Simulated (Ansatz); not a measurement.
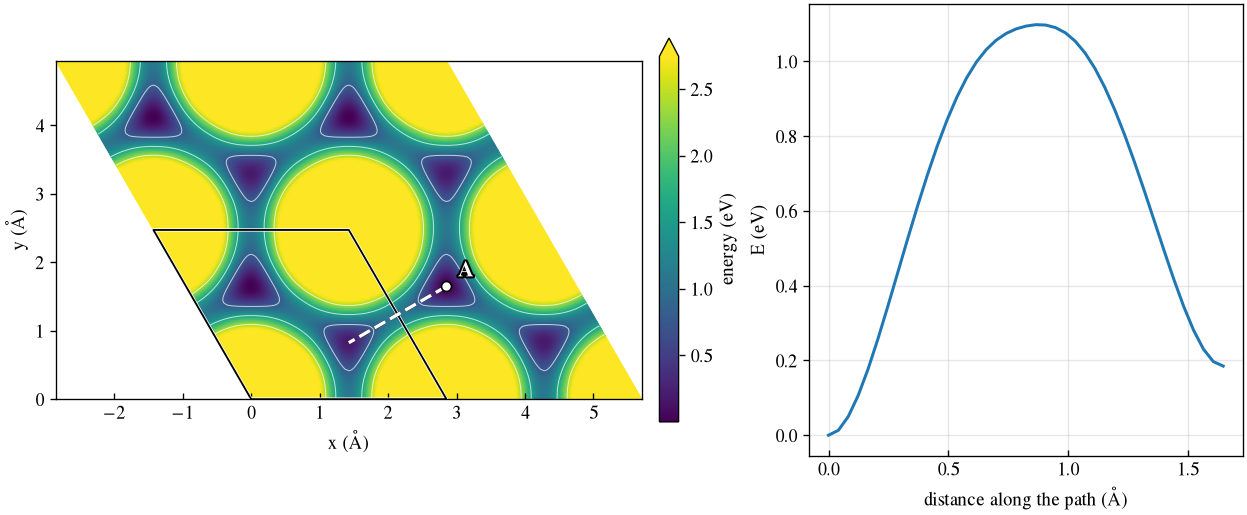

O on an Al(001) slab cut from the P6_3/mmc phase, its upper half relaxed before the scan (8 atoms of substrate and one adsorbate in a 1 × 1 cell). O is moved over the surface cell; relaxed at each place: the height of the adsorbate's atoms; substrate rigid; the origin of the map has the adsorbate above Al8. Places are given modulo a cell vector. The map is drawn in real space over the plane of the surface. The grid has 6 × 6 points; 10 points were computed and 26 follow by symmetry. All energies are given in eV relative to the lowest grid point. With one adsorbate in each 1 × 1 cell, its nearest image is 2.9 Å away, so neighbouring adsorbates interact. Method: DFT PBE, scalar-relativistic, plane waves, PAW (Ansatz). Settings: cutoff 420 eV, k-mesh 9×9×1, gaussian smearing 0.1 eV, no spin polarisation.

The picture shows a smooth colour map with a few white contour lines, a line along the lowest path, the outline of one cell of the 2 × 2 shown, one colour for all values above the top of the scale, the energy along the path at the right, the start A. Between grid points the surface is interpolated.

Question: Describe the path and its barrier.

Answer: The easiest path leads from the well at a threefold hollow, (2/6, 4/6) of the cell vectors to the well at a threefold hollow over a second-layer Al atom, (4/6, 2/6) of the cell vectors, about 0.18 eV higher. Its highest point lies about 1.1 eV above the bottom of the first well on the interpolated surface, at a bridge site between two Al atoms, (0/6, 3/6) of the cell vectors. Seen from the upper well the barrier is about 0.91 eV. This is the barrier on the constrained surface; relaxing the other coordinates would change it.

PAW datasets: the set soft_1.
